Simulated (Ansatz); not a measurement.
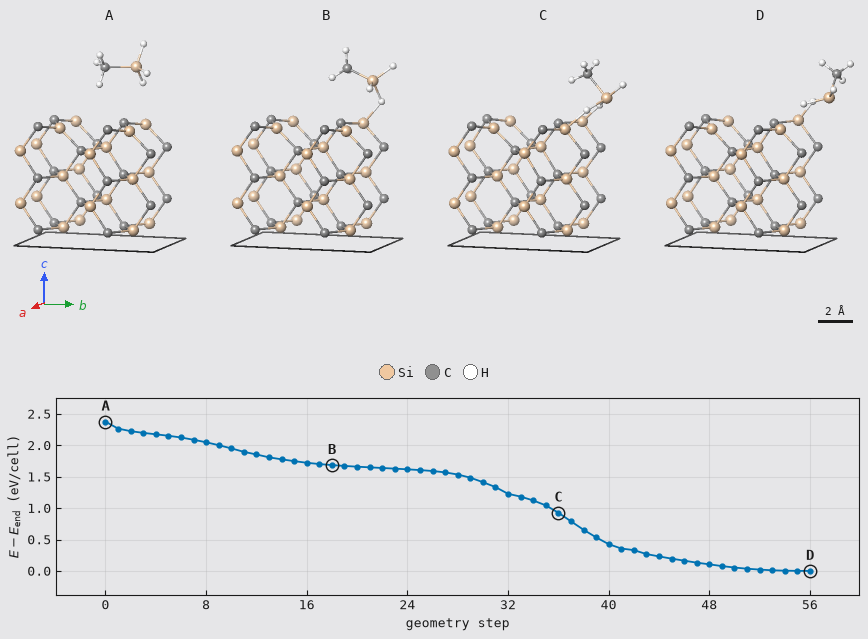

Frames of a constrained relaxation of a slab of composition Si$_{7}$H$_{2}$C$_{7}$ (cut from the F-43m phase), marked on the history of the run. Style: ball-and-stick. Shown: the cell of the calculation, outlined in the plane, without the vacuum (origin shifted), slightly off an axis.

Case: 1 MeSiH3 a cell, flat, over a bridge Si-C site. The slab is the (1 1 0) face of SiC with MeSiH3 on it. 16 atoms are held fixed.

Level of theory: DFT PBE+D3(BJ), scalar-relativistic, plane waves, PAW in Ansatz. Set-up: plane-wave cutoff 420 eV; k-point mesh 3 × 2 × 1; occupations gaussian; smearing width 0.05 eV; no spin polarisation; dipole correction; atoms relaxed in a fixed cell; force threshold 0.04 eV/Å; at most 100 steps.

Q: What happens along the run?

A: The run was cut off at its time limit before the relaxation converged, so the last structure is only a point on the way. After 56 geometry steps the energy has fallen by 2.377 eV per cell of the calculation. Largest force component: 0.42 eV/Å at the start, 0.11 eV/Å at the end. An H atom moves most: 5.96 Å within the plane. By element the largest moves are H 5.96 Å, C 4.91 Å, Si 3.87 Å. The cell doesn't change. Near-neighbour distances that change, for instance: Si–Si 6.616 → 2.979 Å, C–Si 5.296 → 1.896 Å, H–Si 1.470 → 2.507 Å, H–Si 2.529 → 1.497 Å. New bonds form, among them: C–Si (5.30 → 1.90 Å), H–Si (2.53 → 1.50 Å). Bonds break, among them: H–Si (1.47 → 2.51 Å). Among the angles between lasting bonds that change: Si–C–Si 99.5° → 109.5°, Si–C–Si 98.4° → 106.6°, H–Si–H 109.5° → 101.3°. The run took 34 min on 4 threads of Intel(R) Xeon(R) Platinum 8259CL CPU @ 2.50GHz (Skylake/Cascade Lake), with other jobs on the host, peak memory 3.2 GiB. From step 0 to 18: an H atom moves most (2.58 Å), energy −0.692 eV per cell of the calculation. From step 18 to 36: H atoms move most (2.65 Å), energy −0.757 eV per cell of the calculation. From step 36 to 56: an H atom moves most (3.04 Å), energy −0.927 eV per cell of the calculation.

```tsv
step	E − E(0), meV/atom	largest force component, eV/Å
0	0.00	0.4181
1	-2.31	0.1836
2	-3.16	0.0718
3	-3.73	0.1407
4	-4.20	0.1097
5	-4.68	0.1336
6	-5.26	0.1473
7	-6.01	0.1210
8	-6.84	0.1242
9	-7.81	0.1585
10	-8.86	0.1824
12	-10.89	0.2795
15	-13.10	0.1224
17	-14.06	0.0669
20	-14.94	0.0560
22	-15.37	0.1220
25	-16.07	0.3507
27	-16.83	0.4060
29	-18.58	0.3123
32	-23.93	0.2142
34	-26.13	0.3404
37	-33.05	0.3200
39	-38.36	0.3176
41	-42.07	0.2378
44	-44.69	0.1784
46	-46.11	0.1057
49	-47.90	0.0915
51	-48.78	0.1453
54	-49.43	0.1979
56	-49.51	0.1084
```

Limits of the set-up: the periodic images lie only 6.1 Å apart, so the values are limited by the cell's size.
